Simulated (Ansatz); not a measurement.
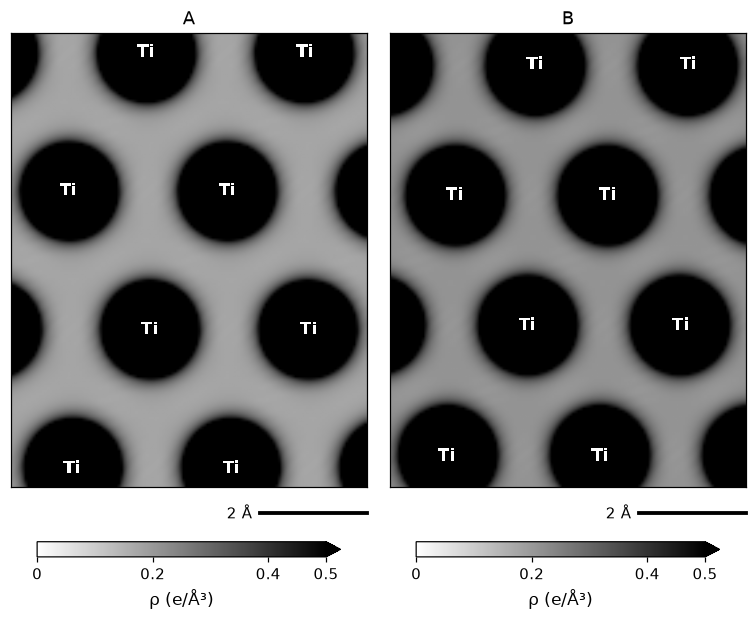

Ti. The valence electron density of two cells that differ in size and shape, on the (001) plane of each (indices in the axes of the calculation cell), at one length scale and on one colour scale: A has 18.9 Å³ an atom and B 16.3.

Space group I4/mmm; computed without spin polarisation.

Theory: Ansatz, DFT r2SCAN, scalar-relativistic, plane waves, PAW.

Core electrons are frozen (PAW), and the valence fields are smoothed inside the atomic spheres.

The larger cell:

```yaml
crystal:
  lattice:
    - [0.00000, 2.13150, 2.08075]
    - [2.13150, 0.00000, 2.08075]
    - [2.13150, 2.13150, 0.00000]
  atoms:
    - { symbol: Ti, position: [0.00000, 0.00000, 0.00000] }
```

The smaller cell: a = 2.872 Å, b = 2.872 Å, c = 2.799 Å, α = 60.83°, β = 60.83°, γ = 58.33°.

**What does the compression do to the bonding and the properties?**

From the larger cell to the smaller, Ti–Ti goes from 2.98 to 2.80 Å, and the density at its midpoint from 0.17 to 0.2 e/Å³; the pressure goes from −8 to 8 GPa.
